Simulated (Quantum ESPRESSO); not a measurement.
**Run report: Al₅P, band-structure run (part 1 of 2)**

The run: band-structure run of Al₅P (6 atoms in the cell). Method and program: Kohn-Sham DFT of a periodic cell, optB88-vdW, GBRV 1.5 PBE, no spin polarisation (Quantum ESPRESSO 7.5).

The structure was made by swapping elements on the sites of another compound; it need not be a known phase.

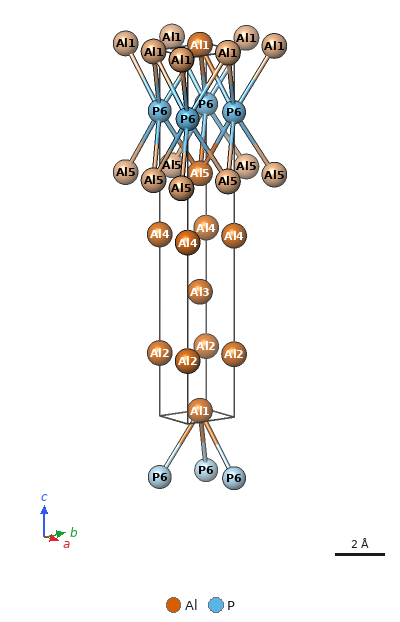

The input geometry (ball-and-stick view of the cell of the calculation, seen slightly off an axis; neighbours outside the cell are drawn fainter; atoms are numbered from 1 in the order of the input). An atom can appear more than once, as a periodic image.

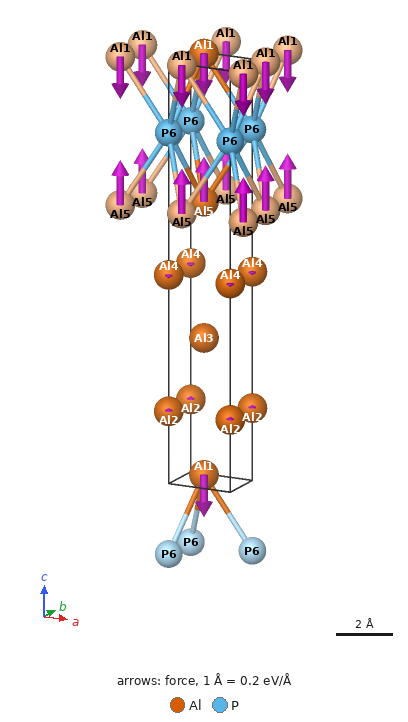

Forces on the atoms as pink arrows (ball-and-stick view of the cell of the calculation, seen slightly off an axis; neighbours outside the cell are drawn fainter; atoms are numbered from 1 in the order of the input); the smallest are left out. The largest act on Al5 (0.33 eV/Å); Al1 (0.31 eV/Å). The geometry is not a stationary point of this energy.

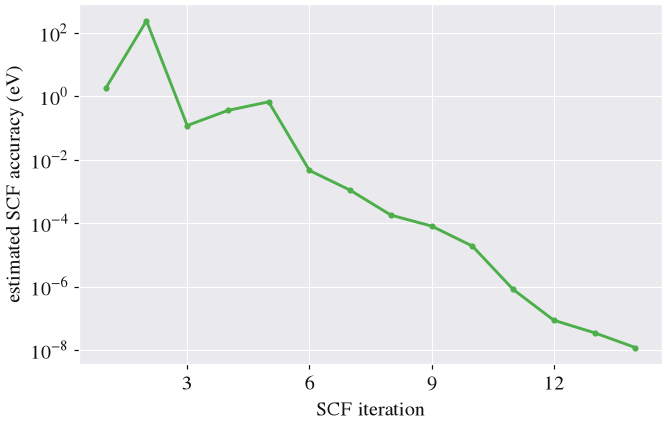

Convergence of the self-consistent field: estimated SCF accuracy against the iteration. The field takes 14 iterations in all.

The input that produced these results follows, with the program's output.

### Input file
```
&CONTROL
  calculation = 'scf'
  prefix = 'pwscf'
  outdir = './tmp'
  pseudo_dir = './pseudo'
  tprnfor = .true.
  tstress = .true.
  disk_io = 'low'
/
&SYSTEM
  ibrav = 0
  nat = 6
  ntyp = 2
  ecutwfc = 45
  ecutrho = 360
  nbnd = 16
  input_dft = 'vdw-df-obk8'
  occupations = 'smearing'
  smearing = 'fd'
  degauss = 0.00734986
/
&ELECTRONS
  conv_thr = 1.2d-09
  electron_maxstep = 120
  mixing_beta = 0.5
/
ATOMIC_SPECIES
Al    26.9815 al_pbe_v1.uspp.F.UPF
P     30.9738 p_pbe_v1.5.uspp.F.UPF
CELL_PARAMETERS bohr
   5.8988390953    0.0000000000    0.0000000000
  -2.9494195476    5.1085444995    0.0000000000
   0.0000000000    0.0000000000   28.9479044909
ATOMIC_POSITIONS bohr
Al    -0.0000000295    3.4056963500    0.2553387548
Al     0.0000000000    0.0000000000    4.9712786392
Al    -0.0000000295    3.4056963500    9.6645589725
Al     0.0000000000    0.0000000000   14.3404109304
Al    -0.0000000295    3.4056963500   19.0259685417
P      0.0000000000    0.0000000000   24.1121758619
K_POINTS automatic
10 10 2 0 0 0
```

### File bands.in
```
&CONTROL
  calculation = 'bands'
  prefix = 'pwscf'
  outdir = './tmp'
  pseudo_dir = './pseudo'
  disk_io = 'low'
  verbosity = 'high'
/
&SYSTEM
  ibrav = 0
  nat = 6
  ntyp = 2
  ecutwfc = 45
  ecutrho = 360
  nbnd = 16
  input_dft = 'vdw-df-obk8'
  occupations = 'smearing'
  smearing = 'fd'
  degauss = 0.00734986
/
&ELECTRONS
  conv_thr = 1d-08
  electron_maxstep = 120
  mixing_beta = 0.5
  diago_full_acc = .true.
/
ATOMIC_SPECIES
Al    26.9815 al_pbe_v1.uspp.F.UPF
P     30.9738 p_pbe_v1.5.uspp.F.UPF
CELL_PARAMETERS bohr
   5.8988390953    0.0000000000    0.0000000000
  -2.9494195476    5.1085444995    0.0000000000
   0.0000000000    0.0000000000   28.9479044909
ATOMIC_POSITIONS bohr
Al    -0.0000000295    3.4056963500    0.2553387548
Al     0.0000000000    0.0000000000    4.9712786392
Al    -0.0000000295    3.4056963500    9.6645589725
Al     0.0000000000    0.0000000000   14.3404109304
Al    -0.0000000295    3.4056963500   19.0259685417
P      0.0000000000    0.0000000000   24.1121758619
K_POINTS crystal
60
 0.0000000000  0.0000000000  0.0000000000 1
 0.0555555556  0.0000000000  0.0000000000 1
 0.1111111111  0.0000000000  0.0000000000 1
 0.1666666667  0.0000000000  0.0000000000 1
 0.2222222222  0.0000000000  0.0000000000 1
 0.2777777778  0.0000000000  0.0000000000 1
 0.3333333333  0.0000000000  0.0000000000 1
 0.3888888889  0.0000000000  0.0000000000 1
 0.4444444444  0.0000000000  0.0000000000 1
 0.5000000000  0.0000000000  0.0000000000 1
 0.4666666667  0.0666666667  0.0000000000 1
 0.4333333333  0.1333333333  0.0000000000 1
 0.4000000000  0.2000000000  0.0000000000 1
 0.3666666667  0.2666666667  0.0000000000 1
 0.3333333333  0.3333333333  0.0000000000 1
 0.3030303030  0.3030303030  0.0000000000 1
 0.2727272727  0.2727272727  0.0000000000 1
 0.2424242424  0.2424242424  0.0000000000 1
 0.2121212121  0.2121212121  0.0000000000 1
 0.1818181818  0.1818181818  0.0000000000 1
 0.1515151515  0.1515151515  0.0000000000 1
 0.1212121212  0.1212121212  0.0000000000 1
 0.0909090909  0.0909090909  0.0000000000 1
 0.0606060606  0.0606060606  0.0000000000 1
 0.0303030303  0.0303030303  0.0000000000 1
 0.0000000000  0.0000000000  0.0000000000 1
 0.0000000000  0.0000000000  0.5000000000 1
 0.0500000000  0.0000000000  0.5000000000 1
 0.1000000000  0.0000000000  0.5000000000 1
 0.1500000000  0.0000000000  0.5000000000 1
 0.2000000000  0.0000000000  0.5000000000 1
 0.2500000000  0.0000000000  0.5000000000 1
 0.3000000000  0.0000000000  0.5000000000 1
 0.3500000000  0.0000000000  0.5000000000 1
 0.4000000000  0.0000000000  0.5000000000 1
 0.4500000000  0.0000000000  0.5000000000 1
 0.5000000000  0.0000000000  0.5000000000 1
 0.4722222222  0.0555555556  0.5000000000 1
 0.4444444444  0.1111111111  0.5000000000 1
 0.4166666667  0.1666666667  0.5000000000 1
 0.3888888889  0.2222222222  0.5000000000 1
 0.3611111111  0.2777777778  0.5000000000 1
 0.3333333333  0.3333333333  0.5000000000 1
 0.3076923077  0.3076923077  0.5000000000 1
 0.2820512821  0.2820512821  0.5000000000 1
 0.2564102564  0.2564102564  0.5000000000 1
 0.2307692308  0.2307692308  0.5000000000 1
 0.2051282051  0.2051282051  0.5000000000 1
 0.1794871795  0.1794871795  0.5000000000 1
 0.1538461538  0.1538461538  0.5000000000 1
 0.1282051282  0.1282051282  0.5000000000 1
 0.1025641026  0.1025641026  0.5000000000 1
 0.0769230769  0.0769230769  0.5000000000 1
 0.0512820513  0.0512820513  0.5000000000 1
 0.0256410256  0.0256410256  0.5000000000 1
 0.0000000000  0.0000000000  0.5000000000 1
 0.5000000000  0.0000000000  0.5000000000 1
 0.5000000000  0.0000000000  0.0000000000 1
 0.3333333333  0.3333333333  0.0000000000 1
 0.3333333333  0.3333333333  0.5000000000 1
```

Launched with:
```bash
OMP_NUM_THREADS=1 pw.x -in pw.in > pw.out
OMP_NUM_THREADS=1 pw.x -in bands.in > bands.out
```

### The program's output
```
This program is part of the open-source Quantum ESPRESSO suite
     for quantum simulation of materials; please cite
         "P. Giannozzi et al., J. Phys.:Condens. Matter 21 395502 (2009);
         "P. Giannozzi et al., J. Phys.:Condens. Matter 29 465901 (2017);
         "P. Giannozzi et al., J. Chem. Phys. 152 154105 (2020);
          URL
     in publications or presentations arising from this work. More details at

     IMPORTANT: XC functional enforced from input :
     Exchange-correlation= VDW-DF-OBK8
                           (   1   4  23   0   1   0   0)
     Any further DFT definition will be discarded
     Please, verify this is what you really want

     Message from routine setup:
     using ibrav=0 with symmetry is DISCOURAGED, use correct ibrav instead

     G-vector sticks info
     --------------------
     sticks:   dense  smooth     PW     G-vecs:    dense   smooth      PW
     Sum         859     433    121               100585    35619    5791

     Using Slab Decomposition

     bravais-lattice index     =            0
     lattice parameter (alat)  =       5.8988  a.u.
     unit-cell volume          =     872.3301 (a.u.)^3
     number of atoms/cell      =            6
     number of atomic types    =            2
     number of electrons       =        20.00
     number of Kohn-Sham states=           16
     kinetic-energy cutoff     =      45.0000  Ry
     charge density cutoff     =     360.0000  Ry
     scf convergence threshold =      1.2E-09
     mixing beta               =       0.5000
     number of iterations used =            8  plain     mixing
     Exchange-correlation= VDW-DF-OBK8
                           (   1   4  23   0   1   0   0)

     celldm(1)=   5.898839  celldm(2)=   0.000000  celldm(3)=   0.000000
     celldm(4)=   0.000000  celldm(5)=   0.000000  celldm(6)=   0.000000

     crystal axes: (cart. coord. in units of alat)
               a(1) = (   1.000000   0.000000   0.000000 )
               a(2) = (  -0.500000   0.866025   0.000000 )
               a(3) = (   0.000000   0.000000   4.907390 )

     reciprocal axes: (cart. coord. in units 2 pi/alat)
               b(1) = (  1.000000  0.577350 -0.000000 )
               b(2) = (  0.000000  1.154701  0.000000 )
               b(3) = (  0.000000 -0.000000  0.203774 )

     PseudoPot. # 1 for Al read from file:
     al_pbe_v1.uspp.F.UPF
     Pseudo is Ultrasoft + core correction, Zval =  3.0
     Generated by new atomic code, or converted to UPF format
     Using radial grid of  893 points,  3 beta functions with:
                l(1) =   0
                l(2) =   1
                l(3) =   2
     Q(r) pseudized with  8 coefficients,  rinner =    0.900   0.900   0.900
                                                       0.900   0.900

     PseudoPot. # 2 for P  read from file:
     p_pbe_v1.5.uspp.F.UPF
     Pseudo is Ultrasoft + core correction, Zval =  5.0
     Generated by new atomic code, or converted to UPF format
     Using radial grid of  903 points,  6 beta functions with:
                l(1) =   0
                l(2) =   0
                l(3) =   1
                l(4) =   1
                l(5) =   2
                l(6) =   2
     Q(r) pseudized with  8 coefficients,  rinner =    1.300   1.300   1.300
                                                       1.300   1.300

     atomic species   valence    mass     pseudopotential
     Al                3.00    26.98150     Al( 1.00)
     P                 5.00    30.97380     P ( 1.00)

      6 Sym. Ops. (no inversion) found

   Cartesian axes

     site n.     atom                  positions (alat units)
         1        Al     tau(   1) = (  -0.0000000   0.5773503   0.0432863  )
         2        Al     tau(   2) = (   0.0000000   0.0000000   0.8427554  )
         3        Al     tau(   3) = (  -0.0000000   0.5773503   1.6383832  )
         4        Al     tau(   4) = (   0.0000000   0.0000000   2.4310565  )
         5        Al     tau(   5) = (  -0.0000000   0.5773503   3.2253751  )
         6        P      tau(   6) = (   0.0000000   0.0000000   4.0876138  )

     number of k points=    28  Fermi-Dirac smearing, width (Ry)=  0.0073
                       cart. coord. in units 2pi/alat
        k(    1) = (   0.0000000   0.0000000   0.0000000), wk =   0.0100000
        k(    2) = (   0.0000000   0.0000000  -0.1018872), wk =   0.0100000
        k(    3) = (   0.0000000   0.1154701   0.0000000), wk =   0.0600000
        k(    4) = (   0.0000000   0.1154701  -0.1018872), wk =   0.0600000
        k(    5) = (   0.0000000   0.2309401   0.0000000), wk =   0.0600000
        k(    6) = (   0.0000000   0.2309401  -0.1018872), wk =   0.0600000
        k(    7) = (   0.0000000   0.3464102   0.0000000), wk =   0.0600000
        k(    8) = (   0.0000000   0.3464102  -0.1018872), wk =   0.0600000
        k(    9) = (   0.0000000   0.4618802   0.0000000), wk =   0.0600000
        k(   10) = (   0.0000000   0.4618802  -0.1018872), wk =   0.0600000
        k(   11) = (   0.0000000  -0.5773503   0.0000000), wk =   0.0300000
        k(   12) = (   0.0000000  -0.5773503  -0.1018872), wk =   0.0300000
        k(   13) = (   0.1000000   0.1732051   0.0000000), wk =   0.0600000
        k(   14) = (   0.1000000   0.1732051  -0.1018872), wk =   0.0600000
        k(   15) = (   0.1000000   0.2886751   0.0000000), wk =   0.1200000
        k(   16) = (   0.1000000   0.2886751  -0.1018872), wk =   0.1200000
        k(   17) = (   0.1000000   0.4041452   0.0000000), wk =   0.1200000
        k(   18) = (   0.1000000   0.4041452  -0.1018872), wk =   0.1200000
        k(   19) = (   0.1000000   0.5196152   0.0000000), wk =   0.1200000
        k(   20) = (   0.1000000   0.5196152  -0.1018872), wk =   0.1200000
        k(   21) = (   0.2000000   0.3464102   0.0000000), wk =   0.0600000
        k(   22) = (   0.2000000   0.3464102  -0.1018872), wk =   0.0600000
        k(   23) = (   0.2000000   0.4618802   0.0000000), wk =   0.1200000
        k(   24) = (   0.2000000   0.4618802  -0.1018872), wk =   0.1200000
        k(   25) = (   0.2000000   0.5773503   0.0000000), wk =   0.0600000
        k(   26) = (   0.2000000   0.5773503  -0.1018872), wk =   0.0600000
        k(   27) = (   0.3000000   0.5196152   0.0000000), wk =   0.0600000
        k(   28) = (   0.3000000   0.5196152  -0.1018872), wk =   0.0600000

     Dense  grid:   100585 G-vectors     FFT dimensions: (  36,  36, 180)

     Smooth grid:    35619 G-vectors     FFT dimensions: (  25,  25, 125)

     Initial potential from superposition of free atoms

     starting charge      19.9875, renormalised to      20.0000

     %%%%%%%%%%%%%%%%%%%%%%%%%%%%%%%%%%%%%%%%%%%%%%%%%%%%%%%%%%%%%%%%%%%%%%%%
     %                                                                      %
     % You are using vdW-DF, which was implemented by the Thonhauser group. %
     % Please cite the following two papers that made this development      %
     % possible and the two reviews that describe the various versions:     %
     %                                                                      %
     %   T. Thonhauser et al., PRL 115, 136402 (2015).                      %
     %   T. Thonhauser et al., PRB 76, 125112 (2007).                       %
     %   K. Berland et al., Rep. Prog. Phys. 78, 066501 (2015).             %
     %   D.C. Langreth et al., J. Phys.: Condens. Matter 21, 084203 (2009). %
     %                                                                      %
     % If you are calculating stress with vdW-DF, please also cite:         %
     %                                                                      %
     %   R. Sabatini et al., J. Phys.: Condens. Matter 24, 424209 (2012).   %
     %                                                                      %
     %%%%%%%%%%%%%%%%%%%%%%%%%%%%%%%%%%%%%%%%%%%%%%%%%%%%%%%%%%%%%%%%%%%%%%%%
```
